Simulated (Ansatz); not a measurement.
**From AlRu to TiAl**

System: AlRu (P4/mmm, 2 atoms in the cell).
Method of the first run: DFT PBEsol, scalar-relativistic, plane waves, PAW, no spin polarisation (Ansatz 0.2.0).
System of the second run: TiAl (2 atoms in the cell).

On the first run: The structure was made by swapping elements on the sites of another compound; it need not be a known phase. On the second run: The structure derives from a Materials Project entry. Text and figures count atoms from 1; the logs count them from 0 in places.

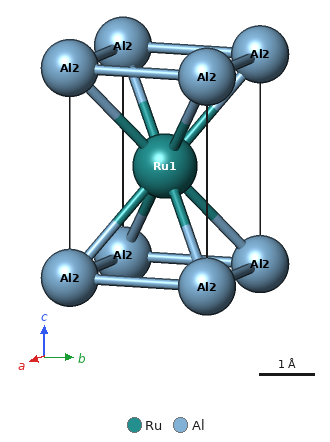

**Figure 1.** The structure as given in the input (ball-and-stick view of the cell of the calculation, seen slightly off an axis; atoms are numbered from 1 in the order of the input). An atom can appear more than once, as a periodic image. Near neighbours in the periodic cell (some may lie outside the picture): Ru has 8 Al at 2.73 Å and 4 Ru at 2.70 Å; Al has 4 Al at 2.70 Å and 8 Ru at 2.73 Å.

## Input file, the first run
```yaml
crystal:
  lattice:
    - [2.69966743, 0.0, 0.0]
    - [0.0, 2.69966743, 0.0]
    - [0.0, 0.0, 3.9038092359]
  atoms:
    - { symbol: Ru, position: [0.5, 0.5, 0.5] }
    - { symbol: Al, position: [0.0, 0.0, 0.0] }
basis:
  ecutwfc: 420
kpoints:
  mp_grid: { grid: [6, 6, 6] }
hamiltonian:
  xc: pbesol
scf:
  occupations: { method: gaussian, width: 0.1 }
output:
  forces: true
  stress: true
  eigenvalues: true
```

Command:
```bash
ansatz run input.yaml --threads 1 --pin off --max-ram 2560MiB --backend cpu --events-out ev --progress --plain --runs-dir out
```

Hardware: 1 thread of Intel Xeon @ 2.50GHz (Skylake/Cascade Lake), 32 GiB of memory available, shared host.

## Output, shortened to warnings, some set-up lines, iterations and results (the first run)
```
Basis set: ecut = 420 eV, 553 PW (Γ), exchange–correlation on 40×40×54 points (8 copies of the dense FFT grid, shifted against one another)
Symmetry: 16 space group operations
k-points: 40 of 216
Initial density: superposition of atomic densities (neutral atoms: chi_scale 0, normalization atom), corrected by the library's trained network
[...]
SCF iter   1: F=—  HF=-6341.486971 eV  |F-HF|=—  |Δ(HF+E_count)|=         —  Δρ=1.07e-2  dr2=2.10e-2  ethr=1.77e-3  ⟨swp⟩=5.0  Hψ=2980  notcnv=0
SCF iter   2: F=—  HF=-6341.482957 eV  |F-HF|=—  |Δ(HF+E_count)|=   4.01e-3  Δρ=4.05e-3  dr2=4.09e-3  ethr=1.11e-4  ⟨swp⟩=1.6  Hψ=904  notcnv=0
SCF iter   3: F=—  HF=-6341.482055 eV  |F-HF|=—  |Δ(HF+E_count)|=   9.01e-4  Δρ=5.34e-4  dr2=5.95e-5  ethr=2.15e-5  ⟨swp⟩=2.4  Hψ=809  notcnv=0
SCF iter   4: F=—  HF=-6341.482043 eV  |F-HF|=—  |Δ(HF+E_count)|=   1.24e-5  Δρ=3.01e-4  dr2=1.36e-5  ethr=3.13e-7  ⟨swp⟩=2.3  Hψ=889  notcnv=0
SCF iter   5: F=-6341.482041 eV  HF=-6341.482041 eV  |F-HF|=5.91e-9  |Δ(HF+E_count)|=   1.86e-6  Δρ=3.02e-5  dr2=8.85e-8  ethr=7.15e-8  ⟨swp⟩=1.1  Hψ=578  notcnv=0
SCF iter   6: F=-6341.482041 eV  HF=-6341.482041 eV  |F-HF|=2.60e-9  |Δ(HF+E_count)|=   2.94e-8  Δρ=6.36e-6  dr2=6.65e-9  ethr=4.66e-10  ⟨swp⟩=3.5  Hψ=2202  notcnv=0
SCF 1 converged in 6 iterations: F = -6341.482041 eV  dr2 = 6.65e-9
SCF converged after 6 iterations
Free energy (F): -6341.482041 eV
Harris-Foulkes:  -6341.482041 eV  (|F-HF|=2.60e-9)
Internal energy: -6341.462031 eV  (E = F + TS)
E sigma→0 (E₀):  -6341.472036 eV
Entropy (-TS):   -0.020010 eV (-10.005 meV/atom)
Fermi energy:    15.285846 eV
--- Per-component energies (eV) ---
  E_band       = -140.033677
  E_kinetic    = 539.856813
  E_local      = -1968.997293  (includes V_loc(G=0)·N_el)
  E_nonlocal   = 356.511050
  E_hartree    = 714.161443
  E_xc         = -229.344948
  E_vxc        = -268.444557  (∫ρ·V_xc dr)
  E_paw        = -3855.057973  (= ΣΔE_a)
  E_vpaw       = -227.278970  (= ΣTr[D̂ρ^β])
  E_aug_tail   = -0.000202  (compensation charges beyond the density's cutoff)
  E_ewald      = -1898.863356
  E_core_change = 0.272435  (= ΣΔE_core)
  E_smearing   = -0.020010  (= −TS)
  E_closure    = -0.000000  (closes the sum)
  Σ components = -6341.482041   (vs F -6341.482041, Δ=0.00e0)
--- Forces (eV/Å), atoms counted from 1 ---
  atom   1  Ru     0.00000000     0.00000000     0.00000000
  atom   2  Al    -0.00000000     0.00000000     0.00000000
  max |Σ_I F_I| component: 5.01e-29 eV/Å
--- Stress (GPa, compression-positive) ---
        1.124745       0.000000       0.000000
        0.000000       1.124745       0.000000
        0.000000       0.000000     -20.606707
  P = ⅓ Tr σ = -6.1191 GPa (-61.191 kbar)
```

The input of the second run differs as follows (lines with − go, lines with + come):
```diff
-    - [2.69966743, 0.0, 0.0]
-    - [0.0, 2.69966743, 0.0]
-    - [0.0, 0.0, 3.9038092359]
+    - [2.81075181, 0.0, 0.0]
+    - [0.0, 2.81075181, 0.0]
+    - [0.0, 0.0, 4.06642192]
-    - { symbol: Ru, position: [0.5, 0.5, 0.5] }
+    - { symbol: Ti, position: [0.5, 0.5, 0.5] }
-  mp_grid: { grid: [6, 6, 6] }
+  mp_grid: { grid: [6, 6, 4] }
```

What does this change do to the results?

The total energies belong to different systems, so their difference says nothing on which is more stable or more accurate. The pressure goes from −6.12 to −1.94 GPa. The volume per atom goes from 14.23 to 16.06 Å³. The number of SCF iterations is the same. The irreducible k-points go from 40 to 30. The plane waves at Γ go from 553 to 649.

## Output, shortened to warnings, some set-up lines, iterations and results (the second run)
```
Basis set: ecut = 420 eV, 649 PW (Γ), exchange–correlation on 40×40×60 points (8 copies of the dense FFT grid, shifted against one another)
Symmetry: 16 space group operations
k-points: 30 of 144
Initial density: superposition of atomic densities (neutral atoms: chi_scale 0, normalization atom), corrected by the library's trained network
[...]
SCF iter   1: F=—  HF=-2999.270857 eV  |F-HF|=—  |Δ(HF+E_count)|=         —  Δρ=6.04e-3  dr2=9.00e-3  ethr=1.77e-3  ⟨swp⟩=5.0  Hψ=1831  notcnv=0
SCF iter   2: F=—  HF=-2999.268368 eV  |F-HF|=—  |Δ(HF+E_count)|=   2.49e-3  Δρ=1.80e-3  dr2=6.73e-4  ethr=6.00e-5  ⟨swp⟩=2.7  Hψ=809  notcnv=0
SCF iter   3: F=—  HF=-2999.268298 eV  |F-HF|=—  |Δ(HF+E_count)|=   7.00e-5  Δρ=3.58e-4  dr2=1.35e-5  ethr=4.49e-6  ⟨swp⟩=2.4  Hψ=504  notcnv=0
SCF iter   4: F=—  HF=-2999.268296 eV  |F-HF|=—  |Δ(HF+E_count)|=   2.27e-6  Δρ=7.56e-5  dr2=9.32e-7  ethr=9.00e-8  ⟨swp⟩=1.4  Hψ=396  notcnv=0
SCF iter   5: F=-2999.268296 eV  HF=-2999.268296 eV  |F-HF|=8.69e-11  |Δ(HF+E_count)|=   7.19e-8  Δρ=3.32e-6  dr2=1.58e-9  ethr=6.22e-9  ⟨swp⟩=2.2  Hψ=438  notcnv=0
SCF iter   6: F=-2999.268296 eV  HF=-2999.268296 eV  |F-HF|=3.32e-11  |Δ(HF+E_count)|=  2.42e-10  Δρ=7.36e-7  dr2=5.19e-11  ethr=1.05e-11  ⟨swp⟩=1.7  Hψ=1143  notcnv=0
SCF 1 converged in 6 iterations: F = -2999.268296 eV  dr2 = 5.19e-11
SCF converged after 6 iterations
Free energy (F): -2999.268296 eV
Harris-Foulkes:  -2999.268296 eV  (|F-HF|=3.32e-11)
Internal energy: -2999.261703 eV  (E = F + TS)
E sigma→0 (E₀):  -2999.264999 eV
Entropy (-TS):   -0.006593 eV (-3.296 meV/atom)
Fermi energy:    11.024285 eV
--- Per-component energies (eV) ---
  E_band       = -163.542877
  E_kinetic    = 296.513075
  E_local      = -1073.227621  (includes V_loc(G=0)·N_el)
  E_nonlocal   = 20.373230
  E_hartree    = 459.478754
  E_xc         = -136.694046
  E_vxc        = -151.430704  (∫ρ·V_xc dr)
  E_paw        = -1477.754415  (= ΣΔE_a)
  E_vpaw       = -174.728472  (= ΣTr[D̂ρ^β])
  E_aug_tail   = 0.000122  (compensation charges beyond the density's cutoff)
  E_ewald      = -1088.109325
  E_core_change = 0.158523  (= ΣΔE_core)
  E_smearing   = -0.006593  (= −TS)
  E_closure    = -0.000000  (closes the sum)
  Σ components = -2999.268296   (vs F -2999.268296, Δ=0.00e0)
--- Forces (eV/Å), atoms counted from 1 ---
  atom   1  Ti     0.00000000     0.00000000     0.00000000
  atom   2  Al    -0.00000000     0.00000000     0.00000000
  max |Σ_I F_I| component: 3.94e-31 eV/Å
--- Stress (GPa, compression-positive) ---
       -1.859694       0.000000       0.000000
        0.000000      -1.859694       0.000000
        0.000000       0.000000      -2.114671
  P = ⅓ Tr σ = -1.9447 GPa (-19.447 kbar)
```

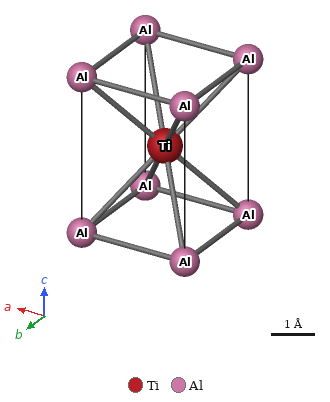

**Figure 2.** The input structure of the second run (ball-and-stick view of the cell of the calculation, seen at an oblique angle). An atom can appear more than once, as a periodic image.

## The two runs side by side

| quantity | the first run | the second run |
| --- | --- | --- |
| outcome | converged | converged |
| free energy per atom (eV) | −3170.7410 | −1499.6341 |
| energy per atom, smearing taken to zero (eV) | −3170.7360 | −1499.6325 |
| gap on the mesh (eV) | 0.00 | 0.00 |
| pressure (GPa) | −6.12 | −1.94 |
| volume per atom (Å³) | 14.23 | 16.06 |
| largest force (eV/Å) | 0.000 | 0.000 |
| SCF iterations | 6 | 6 |
| irreducible k-points | 40 | 30 |
| plane waves at Γ | 553 | 649 |
| wall time (shared host) | 1.2 s | 1.1 s |
